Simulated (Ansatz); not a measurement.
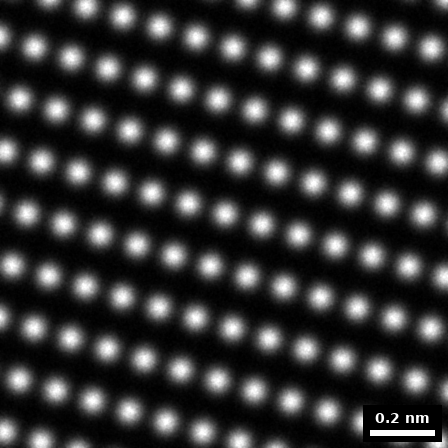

Dark-field STEM-like image of C. Simulation: incoherent imaging, intensity Z^1.7 per atom, probe width 0.59 Å, thin sample. The probe carries 15 % of its weight in a tail 2.5 times as wide. Shot noise was added.

**Give the net of the columns and its spacings.**

The pattern repeats on a rectangular net of 1.2 × 1.7 Å.

**What is the plane group of the image?**

p2mm: mirror lines in two perpendicular directions, with twofold points where they cross.

**How many columns does the smallest repeating cell hold, and how many levels of brightness?**

1 column in the primitive cell of 2.0 Å², all of one brightness.

The crystal is C (Im-3m, No. 229) seen along [110]. Atomic positions: the end point of a relaxation with Ansatz 0.2.0, DFT, revPBE, plane waves (420 eV) with PAW, scalar-relativistic; the starting structure was generated, so it need not be a known form of this composition.
